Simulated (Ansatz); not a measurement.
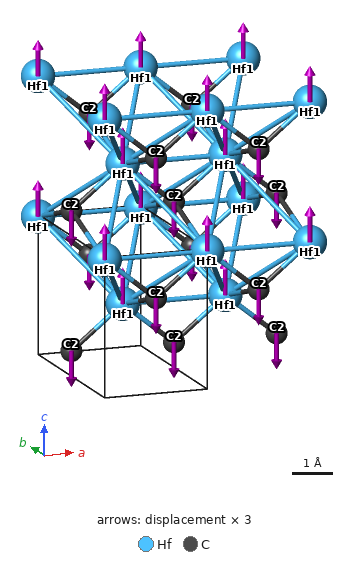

A relaxation of solid HfC (a generated structure, set up in Imm2). The starting structure is drawn; purple arrows show the displacements (the part carried along by the change of the cell is left out), magnified 3 times.

A ball-and-stick model of the conventional cell (2 times the calculation's cell), repeated 2 × 1 × 2 with one cell outlined, seen slightly off an axis. Lengths and directions refer to the drawn axes.

The run lets cell and atoms move.

The calculation used Kohn-Sham DFT of a periodic cell, PBEsol0, Ansatz PAW (Ansatz).

Input file:
```yaml
crystal:
  lattice:
    - [-1.39667323, 2.49718051, 1.84733673]
    - [1.39667323, -2.49718051, 1.84733673]
    - [1.39667323, 2.49718051, -1.84733673]
  atoms:
    - { symbol: Hf, position: [0.98471183, 0.98471183, 0.0] }
    - { symbol: C, position: [0.67945483, 0.17945483, 0.5] }
hamiltonian:
  xc: { exchange: pbesol, correlation: pbesol, exx: { coeff: 0.25 } }
  pseudopotentials: { kind: paw }
kpoints:
  mp_grid: { grid: [6, 6, 6] }
scf:
  occupations: { method: fermi_dirac, width: 0.05 }
output:
  forces: true
  stress: true
  eigenvalues: true
relax:
  f_tol: 0.01
  max_steps: 40
  cell: { stress_tol: 0.05 }
```

What happened in the run?

After 8 accepted moves (10 points after the start) the energy has fallen by 4.414 eV per cell of the calculation. Largest force component: 12 eV/Å at the start, under 0.0001 eV/Å at the end. Pressure: 61.61 GPa at the start and 0.00 GPa at the end. At 2 points the geometry stayed and the basis and grid were re-selected for the new cell (energy shift of 13.4 meV per cell of the calculation at most each time). The largest moves relative to the cell, 0.32 Å, are those of Hf1 and C2. C2 goes along −c. Largest moves by element: C 0.32 Å, Hf 0.32 Å. The volume changes by −5.0 %, with a 2.793 → 3.260 Å (+16.7 %), b 4.994 → 4.610 Å (−7.7 %), c 3.695 → 3.260 Å (−11.8 %). Near-neighbour distances that change, for instance: Hf1–C2 2.922 → 2.305 Å, Hf1–C2 (another image) 1.795 → 2.305 Å, Hf1–Hf1 2.793 → 3.260 Å, Hf1–Hf1 (another image) 3.695 → 3.260 Å. New bonds form, among them: Hf1–C2 (2.92 → 2.30 Å). Among the angles between lasting bonds that change: Hf1–C2–Hf1 147.9° → 180.0°, Hf1–C2–Hf1 102.2° → 90.0°, Hf1–C2–Hf1 100.0° → 90.0°. The space group (tolerance 0.01 Å) goes from Imm2 (No. 44) to Fm-3m (No. 225).
